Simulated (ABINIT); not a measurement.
Geometry relaxation, with input and output: La2O3 (part 3 of 4)

Continued. System: La2O3 (P-62m, 5 atoms in the cell). Method: Kohn-Sham DFT of a periodic cell, LDA, JTH PAW LDA v2.0, no spin polarisation (ABINIT 10.8.3); cutoff 625.86 eV, 4×4×7 k-mesh, fermi-dirac of 0.05 eV. The structure derives from a Materials Project entry.

Geometry of the input (Å; fractional positions):
```
6.2668  0.0000  0.0000
-3.1334  5.4272  0.0000
0.0000  0.0000  3.2998
La 0.6667  0.3333  0.5000
La 0.3333  0.6667  0.5000
O  0.5080  0.0000  0.0000
O  -0.0000  0.5080  0.0000
O  0.4920  0.4920  0.0000
```

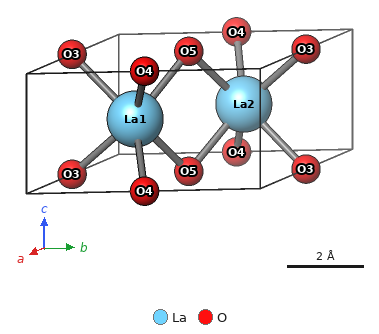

The geometry at step 3 of the log (ball-and-stick view of the cell of the calculation, seen slightly off an axis; atoms are numbered from 1 in the order of the input).

## Output, continued
```
--- !ResultsGS
iteration_state: {dtset: 1, itime: 5, icycle: 1, }
comment   : Summary of ground state results
lattice_vectors:
- [ 11.8461490,   0.0000000,   0.0000000, ]
- [ -5.9230745,  10.2590660,   0.0000000, ]
- [  0.0000000,   0.0000000,   6.1216921, ]
lattice_lengths: [  11.84615,   11.84615,    6.12169, ]
lattice_angles: [ 90.000,  90.000, 120.000, ] # degrees, (23, 13, 12)
lattice_volume:   7.4397184E+02
convergence: {deltae:  7.220E-10, res2:  2.827E-10, residm:  1.548E-06, diffor: null, }
etotal    :  -1.13160726E+02
entropy   :   0.00000000E+00
fermie    :   5.60428909E-02
cartesian_stress_tensor: # hartree/bohr^3
- [  3.17947927E-07,   0.00000000E+00,   0.00000000E+00, ]
- [  0.00000000E+00,   3.17947559E-07,   0.00000000E+00, ]
- [  0.00000000E+00,   0.00000000E+00,  -1.02692412E-06, ]
pressure_GPa:   3.8348E-03
xred      :
- [  6.6667E-01,   3.3333E-01,   5.0000E-01, La]
- [  3.3333E-01,   6.6667E-01,   5.0000E-01, La]
- [  4.9959E-01,   1.1099E-16,   0.0000E+00,  O]
- [  1.1099E-16,   4.9959E-01,   0.0000E+00,  O]
- [  5.0041E-01,   5.0041E-01,   0.0000E+00,  O]
cartesian_forces: # hartree/bohr
- [ -7.01460628E-22,   1.37607223E-23,  -0.00000000E+00, ]
- [ -6.53792088E-22,  -1.37607223E-23,  -0.00000000E+00, ]
- [  5.96980499E-05,   2.30997469E-21,  -0.00000000E+00, ]
- [ -2.98490250E-05,   5.17000278E-05,  -0.00000000E+00, ]
- [ -2.98490250E-05,  -5.17000278E-05,  -0.00000000E+00, ]
force_length_stats: {min:   6.53936886E-22, max:   5.96980499E-05, mean:   3.58188300E-05, }
...

 Integrated electronic density in atomic spheres:
 ------------------------------------------------
 Atom  Sphere_radius  Integrated_density
    1        2.51647          8.00325583
    2        2.51647          8.00325583
    3        1.41465          4.49965124
    4        1.41465          4.49965124
    5        1.41465          4.49965124

---OUTPUT-----------------------------------------------------------------------

 Cartesian coordinates (xcart) [bohr]
  5.92307449418867E+00  3.41968865371148E+00  3.06084607300520E+00
  5.69344421738036E-16  6.83937730742296E+00  3.06084607300520E+00
  5.91823448012910E+00  1.13861436073321E-15  0.00000000000000E+00
 -2.95911724006455E+00  5.12534140543689E+00  0.00000000000000E+00
  2.96395725412412E+00  5.13372455569755E+00  0.00000000000000E+00
 Reduced coordinates (xred)
  6.66666666666667E-01  3.33333333333333E-01  5.00000000000000E-01
  3.33333333333333E-01  6.66666666666667E-01  5.00000000000000E-01
  4.99591427217038E-01  1.10986162390099E-16  0.00000000000000E+00
  1.10986162390099E-16  4.99591427217038E-01  0.00000000000000E+00
  5.00408572782962E-01  5.00408572782962E-01  0.00000000000000E+00
 Cartesian forces (fcart) [Ha/bohr]; max,rms= 5.96980E-05 2.66978E-05 (free atoms)
 -7.01460627997784E-22  1.37607223123952E-23 -0.00000000000000E+00
 -6.53792087609097E-22 -1.37607223123952E-23 -0.00000000000000E+00
  5.96980499366858E-05  2.30997468961328E-21 -0.00000000000000E+00
 -2.98490249683429E-05  5.17000278006329E-05 -0.00000000000000E+00
 -2.98490249683429E-05 -5.17000278006329E-05 -0.00000000000000E+00
 Gradient of E wrt nuclear positions in reduced coordinates (gred)
  8.30960710874247E-21 -4.29597571224695E-21 -0.00000000000000E+00
  7.74491847723961E-21 -3.73128708074409E-21  0.00000000000000E+00
 -7.07191993865570E-04  3.53595996932785E-04 -0.00000000000000E+00
  3.53595996932785E-04 -7.07191993865569E-04 -0.00000000000000E+00
  3.53595996932785E-04  3.53595996932785E-04  0.00000000000000E+00
 Scale of Primitive Cell (acell) [bohr]
  1.18461489883773E+01  1.18461489885370E+01  6.12169214601040E+00
 Real space primitive translations (rprimd) [bohr]
  1.18461489883773E+01  0.00000000000000E+00  0.00000000000000E+00
 -5.92307449418867E+00  1.02590659611344E+01  0.00000000000000E+00
  0.00000000000000E+00  0.00000000000000E+00  6.12169214601040E+00
 Unitary Cell Volume (ucvol) [Bohr^3]=  7.43971841227869E+02
 Angles (23,13,12)= [degrees]
  9.00000000000000E+01  9.00000000000000E+01  1.19999999999554E+02
 Lengths [Bohr]
  1.18461489883773E+01  1.18461489885370E+01  6.12169214601040E+00
 Stress tensor in cartesian coordinates (strten) [Ha/bohr^3]
  3.17947926620557E-07  0.00000000000000E+00  0.00000000000000E+00
  0.00000000000000E+00  3.17947559495824E-07  0.00000000000000E+00
  0.00000000000000E+00  0.00000000000000E+00 -1.02692411733420E-06
 Total energy (etotal) [Ha]= -1.13160725697793E+02

 Difference of energy with previous step (new-old):
           Absolute (Ha)=-6.63826E-05
           Relative     =-5.86622E-07

--- Iteration: ( 6/60) Internal Cycle: (1/1)
--------------------------------------------------------------------------------

---SELF-CONSISTENT-FIELD CONVERGENCE--------------------------------------------

--- !BeginCycle
iteration_state: {dtset: 1, itime: 6, icycle: 1, }
solver: {iscf: 17, nstep: 100, nline: 4, wfoptalg: 10, }
tolerances: {tolvrs: 1.00E-09, }
...

     iter   Etot(hartree)      deltaE(h)  residm     nres2
 ETOT  1  -113.16091706432    -1.132E+02 1.534E-06 8.028E-02
 ETOT  2  -113.16073924748     1.778E-04 1.802E-06 4.269E-03
 ETOT  3  -113.16072881266     1.043E-05 1.495E-06 2.147E-03
 ETOT  4  -113.16072642188     2.391E-06 1.011E-06 1.245E-04
 ETOT  5  -113.16072631201     1.099E-07 1.869E-06 5.546E-05
 ETOT  6  -113.16072626109     5.093E-08 1.093E-06 8.719E-06
 ETOT  7  -113.16072624172     1.937E-08 1.865E-06 4.967E-07
 ETOT  8  -113.16072623234     9.376E-09 1.131E-06 1.324E-07
 ETOT  9  -113.16072622653     5.813E-09 1.869E-06 5.305E-08
 ETOT 10  -113.16072622178     4.746E-09 1.135E-06 3.420E-09
 ETOT 11  -113.16072621892     2.860E-09 1.874E-06 9.633E-10

 At SCF step   11       nres2   =  9.63E-10 < tolvrs=  1.00E-09 =>converged.

 Cartesian components of stress tensor (hartree/bohr^3)
  sigma(1 1)=  6.04334787E-08  sigma(3 2)=  0.00000000E+00
  sigma(2 2)=  6.04331115E-08  sigma(3 1)=  0.00000000E+00
  sigma(3 3)=  4.57399492E-08  sigma(2 1)=  0.00000000E+00

--- !ResultsGS
iteration_state: {dtset: 1, itime: 6, icycle: 1, }
comment   : Summary of ground state results
lattice_vectors:
- [ 11.8450488,   0.0000000,   0.0000000, ]
- [ -5.9225244,  10.2581132,   0.0000000, ]
- [  0.0000000,   0.0000000,   6.1225482, ]
lattice_lengths: [  11.84505,   11.84505,    6.12255, ]
lattice_angles: [ 90.000,  90.000, 120.000, ] # degrees, (23, 13, 12)
lattice_volume:   7.4393768E+02
convergence: {deltae:  2.860E-09, res2:  9.633E-10, residm:  1.874E-06, diffor: null, }
etotal    :  -1.13160726E+02
entropy   :   0.00000000E+00
fermie    :   5.60546871E-02
cartesian_stress_tensor: # hartree/bohr^3
- [  6.04334787E-08,   0.00000000E+00,   0.00000000E+00, ]
- [  0.00000000E+00,   6.04331115E-08,   0.00000000E+00, ]
- [  0.00000000E+00,   0.00000000E+00,   4.57399492E-08, ]
pressure_GPa:  -1.6339E-03
xred      :
- [  6.6667E-01,   3.3333E-01,   5.0000E-01, La]
- [  3.3333E-01,   6.6667E-01,   5.0000E-01, La]
- [  5.0000E-01,   1.1102E-16,   0.0000E+00,  O]
- [  1.1102E-16,   5.0000E-01,   0.0000E+00,  O]
- [  5.0000E-01,   5.0000E-01,   0.0000E+00,  O]
cartesian_forces: # hartree/bohr
- [ -3.17911000E-23,   5.13468024E-23,  -0.00000000E+00, ]
- [  1.58818678E-23,  -8.62732015E-23,  -0.00000000E+00, ]
- [ -1.15010656E-07,   7.07528845E-24,  -0.00000000E+00, ]
- [  5.75053279E-08,  -9.96021497E-08,  -0.00000000E+00, ]
- [  5.75053279E-08,   9.96021497E-08,  -0.00000000E+00, ]
force_length_stats: {min:   6.03917888E-23, max:   1.15010656E-07, mean:   6.90063935E-08, }
...

 Integrated electronic density in atomic spheres:
 ------------------------------------------------
 Atom  Sphere_radius  Integrated_density
    1        2.51647          8.00406809
    2        2.51647          8.00406809
    3        1.41465          4.49671784
    4        1.41465          4.49671784
    5        1.41465          4.49671784

---OUTPUT-----------------------------------------------------------------------

 Cartesian coordinates (xcart) [bohr]
  5.92252441924902E+00  3.41937106779700E+00  3.06127410813114E+00
  2.73122093607790E-16  6.83874213559399E+00  3.06127410813114E+00
  5.92253228675049E+00  1.13887934676160E-15  0.00000000000000E+00
 -2.96126614337525E+00  5.12906341515164E+00  0.00000000000000E+00
  2.96125827587377E+00  5.12904978823936E+00  0.00000000000000E+00
 Reduced coordinates (xred)
  6.66666666666667E-01  3.33333333333333E-01  5.00000000000000E-01
  3.33333333333333E-01  6.66666666666667E-01  5.00000000000000E-01
  5.00000664201692E-01  1.11022302462516E-16  0.00000000000000E+00
  1.11022302462516E-16  5.00000664201692E-01  0.00000000000000E+00
  4.99999335798309E-01  4.99999335798309E-01  0.00000000000000E+00
 Cartesian forces (fcart) [Ha/bohr]; max,rms= 1.15011E-07 5.14343E-08 (free atoms)
 -3.17911000082283E-23  5.13468024156754E-23 -0.00000000000000E+00
  1.58818677610181E-23 -8.62732014550656E-23 -0.00000000000000E+00
 -1.15010655899793E-07  7.07528844661164E-24 -0.00000000000000E+00
  5.75053279498967E-08 -9.96021497133420E-08 -0.00000000000000E+00
  5.75053279498967E-08  9.96021497133420E-08 -0.00000000000000E+00
 Gradient of E wrt nuclear positions in reduced coordinates (gred)
  3.76567132227040E-22 -7.15004877925668E-22 -0.00000000000000E+00
 -1.88121499275827E-22  9.79061016582933E-22 -0.00000000000000E+00
  1.36230683608075E-06 -6.81153418040373E-07 -0.00000000000000E+00
 -6.81153418040373E-07  1.36230683608075E-06 -0.00000000000000E+00
 -6.81153418040373E-07 -6.81153418040373E-07 -0.00000000000000E+00
 Scale of Primitive Cell (acell) [bohr]
  1.18450488384980E+01  1.18450488386577E+01  6.12254821626228E+00
 Real space primitive translations (rprimd) [bohr]
  1.18450488384980E+01  0.00000000000000E+00  0.00000000000000E+00
 -5.92252441924902E+00  1.02581132033910E+01  0.00000000000000E+00
  0.00000000000000E+00  0.00000000000000E+00  6.12254821626228E+00
 Unitary Cell Volume (ucvol) [Bohr^3]=  7.43937681820416E+02
 Angles (23,13,12)= [degrees]
  9.00000000000000E+01  9.00000000000000E+01  1.19999999999554E+02
 Lengths [Bohr]
  1.18450488384980E+01  1.18450488386577E+01  6.12254821626228E+00
 Stress tensor in cartesian coordinates (strten) [Ha/bohr^3]
  6.04334786866167E-08  0.00000000000000E+00  0.00000000000000E+00
  0.00000000000000E+00  6.04331115375972E-08  0.00000000000000E+00
  0.00000000000000E+00  0.00000000000000E+00  4.57399492378996E-08
 Total energy (etotal) [Ha]= -1.13160726218922E+02

 Difference of energy with previous step (new-old):
           Absolute (Ha)=-5.21129E-07
           Relative     =-4.60521E-09

 At Broyd/MD step   6, gradients are converged :
  max grad (force/stress) = 6.0433E-06 < tolmxf= 1.0000E-04 ha/bohr (free atoms)

================================================================================

 ----iterations are completed or convergence reached----

 Mean square residual over all n,k,spin=   99.104E-10; max=  18.742E-07
 reduced coordinates (array xred) for    5 atoms
       0.666666666667      0.333333333333      0.500000000000
       0.333333333333      0.666666666667      0.500000000000
       0.500000664202      0.000000000000      0.000000000000
       0.000000000000      0.500000664202      0.000000000000
       0.499999335798      0.499999335798      0.000000000000
 rms dE/dt=  6.0924E-07; max dE/dt=  1.3623E-06; dE/dt below (all hartree)
    1       0.000000000000     -0.000000000000      0.000000000000
    2       0.000000000000      0.000000000000      0.000000000000
    3       0.000001362307     -0.000000681153      0.000000000000
    4      -0.000000681153      0.000001362307      0.000000000000
    5      -0.000000681153     -0.000000681153      0.000000000000

 cartesian coordinates (angstrom) at end:
    1      3.13406495155692     1.80945324347167     1.61995649325141
    2      0.00000000000000     3.61890648694335     1.61995649325141
    3      3.13406911485940     0.00000000000000     0.00000000000000
    4     -1.56703455742970     2.71418347073323     0.00000000000000
    5      1.56703039412722     2.71417625968180     0.00000000000000

 cartesian forces (hartree/bohr) at end:
    1     -0.00000000000000     0.00000000000000    -0.00000000000000
    2      0.00000000000000    -0.00000000000000    -0.00000000000000
    3     -0.00000011501066     0.00000000000000    -0.00000000000000
    4      0.00000005750533    -0.00000009960215    -0.00000000000000
    5      0.00000005750533     0.00000009960215    -0.00000000000000
 frms,max,avg= 5.1434329E-08 1.1501066E-07   0.000E+00  0.000E+00  0.000E+00 h/b

 cartesian forces (eV/Angstrom) at end:
    1     -0.00000000000000     0.00000000000000    -0.00000000000000
    2      0.00000000000000    -0.00000000000000    -0.00000000000000
    3     -0.00000591408571     0.00000000000000    -0.00000000000000
    4      0.00000295704286    -0.00000512174847    -0.00000000000000
    5      0.00000295704286     0.00000512174847    -0.00000000000000
 frms,max,avg= 2.6448595E-06 5.9140857E-06   0.000E+00  0.000E+00  0.000E+00 e/A
 length scales= 11.845048838498 11.845048838658  6.122548216262 bohr
              =  6.268129903114  6.268129903198  3.239912986503 angstroms
 Fermi (or HOMO) energy (eV) =   1.52533   Average Vxc (eV)=  -9.11569
 Eigenvalues (   eV  ) for nkpt=  16  k points:
 kpt#   1, nband= 27, wtk=  0.00893, kpt=  0.0000  0.0000  0.0000 (reduced coord)
 -29.61169  -29.37473  -16.59343  -16.59340  -14.76702  -13.09307  -13.09307  -12.27802
 -11.89303  -11.06465  -11.06463   -2.52536   -1.41235   -1.41231   -1.24598   -1.24595
  -0.17974   -0.17972    0.02541    0.36635    2.18982    4.19284    4.83141    4.83141
   5.73487    5.73893    5.73894
 prteigrs : prtvol=0 or 1, do not print more k-points.

--- !EnergyTerms
iteration_state     : {dtset: 1, itime: 6, icycle: 1, }
comment             : Components of total free energy in Hartree
kinetic             :  4.22512385328800E+01
hartree             :  3.94959029964403E+01
xc                  : -2.96704088639704E+01
Ewald energy        : -7.22132591695868E+01
psp_core            :  7.60027247625733E+00
local_psp           : -1.06197485751750E+02
PAW spherical_terms :  5.57301702139065E+00
internal            : -1.13160722758339E+02
'-kT*entropy'       : -1.63096345343839E-09
total_energy        : -1.13160722759970E+02
total_energy_eV     : -3.07926013489590E+03
...

--- !EnergyTermsDC
iteration_state     : {dtset: 1, itime: 6, icycle: 1, }
comment             : '"Double-counting" decomposition of free energy'
band_energy         : -1.39319615106764E+01
Ewald energy        : -7.22132591695868E+01
psp_core            :  7.60027247625733E+00
xc_dc               : -4.07395814118320E+01
PAW spherical_terms :  6.12380339854659E+00
internal            : -1.13160726217291E+02
'-kT*entropy'       : -1.63096345343839E-09
total_energy_dc     : -1.13160726218922E+02
total_energy_dc_eV  : -3.07926022901880E+03
...

--- !EnergyTermsWithPAWCore
iteration_state     : {dtset: 1, itime: 6, icycle: 1, }
comment             : 'Components of total free energy, including PAW core contributions'
Total energy        : -1.71989461674924E+04
Total energy DC     : -1.71989461709513E+04
Total energy (eV)   : -4.68007167187470E+05
Total energy DC (eV): -4.68007167281593E+05
...

 rms coord change=  4.1381E-03   atom, delta coord (reduced):
     1        0.000000000000      0.000000000000      0.000000000000
     2        0.000000000000      0.000000000000      0.000000000000
     3       -0.008013325798      0.000000000000      0.000000000000
     4        0.000000000000     -0.008013325798      0.000000000000
     5        0.008013325798      0.008013325798      0.000000000000

 Cartesian components of stress tensor (hartree/bohr^3)
  sigma(1 1)=  6.04334787E-08  sigma(3 2)=  0.00000000E+00
  sigma(2 2)=  6.04331115E-08  sigma(3 1)=  0.00000000E+00
  sigma(3 3)=  4.57399492E-08  sigma(2 1)=  0.00000000E+00

-Cartesian components of stress tensor (GPa)         [Pressure= -1.6339E-03 GPa]
- sigma(1 1)=  1.77801433E-03  sigma(3 2)=  0.00000000E+00
- sigma(2 2)=  1.77800353E-03  sigma(3 1)=  0.00000000E+00
- sigma(3 3)=  1.34571577E-03  sigma(2 1)=  0.00000000E+00

== END DATASET(S) ==============================================================
================================================================================

 -outvars: echo values of variables after computation  --------
            acell      1.1845048838E+01  1.1845048839E+01  6.1225482163E+00 Bohr
           etotal     -1.1316072622E+02
            fcart     -3.1791100008E-23  5.1346802416E-23 -0.0000000000E+00
                       1.5881867761E-23 -8.6273201455E-23 -0.0000000000E+00
                      -1.1501065590E-07  7.0752884466E-24 -0.0000000000E+00
                       5.7505327950E-08 -9.9602149713E-08 -0.0000000000E+00
                       5.7505327950E-08  9.9602149713E-08 -0.0000000000E+00
            rprim      1.0000000000E+00  0.0000000000E+00  0.0000000000E+00
                      -4.9999999999E-01  8.6602540379E-01  0.0000000000E+00
                       0.0000000000E+00  0.0000000000E+00  1.0000000000E+00
           strten      6.0433478687E-08  6.0433111538E-08  4.5739949238E-08
                       0.0000000000E+00  0.0000000000E+00  0.0000000000E+00
           xangst      3.1340649516E+00  1.8094532435E+00  1.6199564933E+00
                       1.4452998763E-16  3.6189064869E+00  1.6199564933E+00
                       3.1340691149E+00  6.0266899587E-16  0.0000000000E+00
                      -1.5670345574E+00  2.7141834707E+00  0.0000000000E+00
                       1.5670303941E+00  2.7141762597E+00  0.0000000000E+00
             xred      6.6666666667E-01  3.3333333333E-01  5.0000000000E-01
                       3.3333333333E-01  6.6666666667E-01  5.0000000000E-01
                       5.0000066420E-01  1.1102230246E-16  0.0000000000E+00
                       1.1102230246E-16  5.0000066420E-01  0.0000000000E+00
                       4.9999933580E-01  4.9999933580E-01  0.0000000000E+00
 Calculation completed.
```

## Trajectory as extended XYZ (Å, eV, eV/Å), 6 frames, from step=0 to step=5
```
5
Lattice="6.2668 0.0000 0.0000 -3.1334 5.4272 0.0000 0.0000 0.0000 3.2998" Properties=species:S:1:pos:R:3:forces:R:3 step=0 energy=-3079.22093
La    3.1334    1.8091    1.6499    0.0000   0.0000   0.0000
La    0.0000    3.6181    1.6499    0.0000   0.0000   0.0000
O     3.1836    0.0000    0.0000   -0.0703   0.0000   0.0000
O    -1.5918    2.7571    0.0000    0.0351  -0.0608   0.0000
O     1.5416    2.6701    0.0000    0.0351   0.0608   0.0000
5
Lattice="6.2596 0.0000 0.0000 -3.1298 5.4209 0.0000 0.0000 0.0000 3.2816" Properties=species:S:1:pos:R:3:forces:R:3 step=1 energy=-3079.23996
La    3.1298    1.8070    1.6408    0.0000   0.0000   0.0000
La    0.0000    3.6140    1.6408    0.0000   0.0000   0.0000
O     3.1790    0.0000    0.0000   -0.0648   0.0000   0.0000
O    -1.5895    2.7531    0.0000    0.0324  -0.0561   0.0000
O     1.5403    2.6679    0.0000    0.0324   0.0561   0.0000
5
Lattice="6.2537 0.0000 0.0000 -3.1268 5.4158 0.0000 0.0000 0.0000 3.2436" Properties=species:S:1:pos:R:3:forces:R:3 step=2 energy=-3079.25701
La    3.1268    1.8053    1.6218    0.0000   0.0000   0.0000
La    0.0000    3.6105    1.6218    0.0000   0.0000   0.0000
O     3.1651    0.0000    0.0000   -0.0454   0.0000   0.0000
O    -1.5826    2.7411    0.0000    0.0227  -0.0393   0.0000
O     1.5443    2.6748    0.0000    0.0227   0.0393   0.0000
5
Lattice="6.2596 0.0000 0.0000 -3.1298 5.4210 0.0000 0.0000 0.0000 3.2406" Properties=species:S:1:pos:R:3:forces:R:3 step=3 energy=-3079.25841
La    3.1298    1.8070    1.6203    0.0000   0.0000   0.0000
La    0.0000    3.6140    1.6203    0.0000   0.0000   0.0000
O     3.1596    0.0000    0.0000   -0.0361   0.0000   0.0000
O    -1.5798    2.7363    0.0000    0.0181  -0.0313   0.0000
O     1.5500    2.6847    0.0000    0.0181   0.0313   0.0000
5
Lattice="6.2687 0.0000 0.0000 -3.1344 5.4289 0.0000 0.0000 0.0000 3.2395" Properties=species:S:1:pos:R:3:forces:R:3 step=4 energy=-3079.26021
La    3.1344    1.8096    1.6197    0.0000   0.0000   0.0000
La    0.0000    3.6192    1.6197    0.0000   0.0000   0.0000
O     3.1318    0.0000    0.0000    0.0031   0.0000   0.0000
O    -1.5659    2.7122    0.0000   -0.0015   0.0027   0.0000
O     1.5685    2.7167    0.0000   -0.0015  -0.0027   0.0000
5
Lattice="6.2681 0.0000 0.0000 -3.1341 5.4284 0.0000 0.0000 0.0000 3.2399" Properties=species:S:1:pos:R:3:forces:R:3 step=5 energy=-3079.26023
La    3.1341    1.8095    1.6200    0.0000   0.0000   0.0000
La    0.0000    3.6189    1.6200    0.0000   0.0000   0.0000
O     3.1341    0.0000    0.0000    0.0000   0.0000   0.0000
O    -1.5670    2.7142    0.0000    0.0000   0.0000   0.0000
O     1.5670    2.7142    0.0000    0.0000   0.0000   0.0000
```
